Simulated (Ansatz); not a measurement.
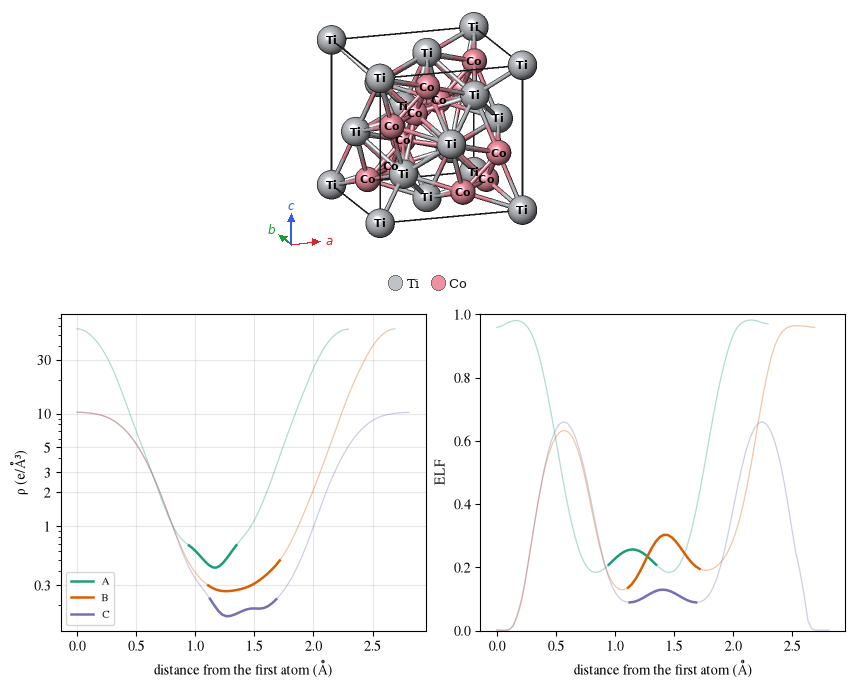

*TiCo$_{2}$. Valence charge density (pseudo) and ELF along straight lines between neighbouring atoms. Thin, pale parts lie inside the atomic spheres. The structure is drawn too.*

Space group Fd-3m; the program warned that a starting moment wasn't kept; spin-polarised, but the moments vanished.

Method: DFT LDA, scalar-relativistic, plane waves, PAW (Ansatz).

In a PAW calculation such maps are meaningful between the atoms, not at the nuclei.

```yaml
crystal:
  lattice:
    - [6.48705, 0.00000, 0.00000]
    - [0.00000, 6.48705, 0.00000]
    - [0.00000, 0.00000, 6.48705]
  atoms:
    - { symbol: Ti, position: [0.00000, 0.00000, 0.00000] }
    - { symbol: Ti, position: [0.50000, 0.50000, 0.00000] }
    - { symbol: Ti, position: [0.50000, 0.00000, 0.50000] }
    - { symbol: Ti, position: [0.00000, 0.50000, 0.50000] }
    - { symbol: Ti, position: [0.25000, 0.25000, 0.25000] }
    - { symbol: Ti, position: [0.75000, 0.75000, 0.25000] }
    - { symbol: Ti, position: [0.75000, 0.25000, 0.75000] }
    - { symbol: Ti, position: [0.25000, 0.75000, 0.75000] }
    - { symbol: Co, position: [0.62500, 0.12500, 0.12500] }
    - { symbol: Co, position: [0.12500, 0.62500, 0.12500] }
    - { symbol: Co, position: [0.12500, 0.12500, 0.62500] }
    - { symbol: Co, position: [0.62500, 0.62500, 0.62500] }
    - { symbol: Co, position: [0.62500, 0.37500, 0.37500] }
    - { symbol: Co, position: [0.12500, 0.87500, 0.37500] }
    - { symbol: Co, position: [0.12500, 0.37500, 0.87500] }
    - { symbol: Co, position: [0.62500, 0.87500, 0.87500] }
    - { symbol: Co, position: [0.87500, 0.37500, 0.12500] }
    - { symbol: Co, position: [0.37500, 0.87500, 0.12500] }
    - { symbol: Co, position: [0.37500, 0.37500, 0.62500] }
    - { symbol: Co, position: [0.87500, 0.87500, 0.62500] }
    - { symbol: Co, position: [0.87500, 0.12500, 0.37500] }
    - { symbol: Co, position: [0.37500, 0.62500, 0.37500] }
    - { symbol: Co, position: [0.37500, 0.12500, 0.87500] }
    - { symbol: Co, position: [0.87500, 0.62500, 0.87500] }
```

### Which curve belongs to which contact (Co–Co, Ti–Co and Ti–Ti)? The first atom named is at distance zero.

Curve A: Co–Co (2.29 Å): ρ at the midpoint is about 0.43 e/Å³; the ELF is about 0.25 at the midpoint (no shared electron pair shows on this line). Curve B: Ti–Co (2.69 Å): ρ is about 0.27 e/Å³ halfway; the ELF is about 0.30 at the midpoint (no shared electron pair shows on this line). Curve C: Ti–Ti (2.81 Å): ρ is about 0.18 e/Å³ halfway; the ELF is about 0.15 at the midpoint; no shared electron pair shows on this line.
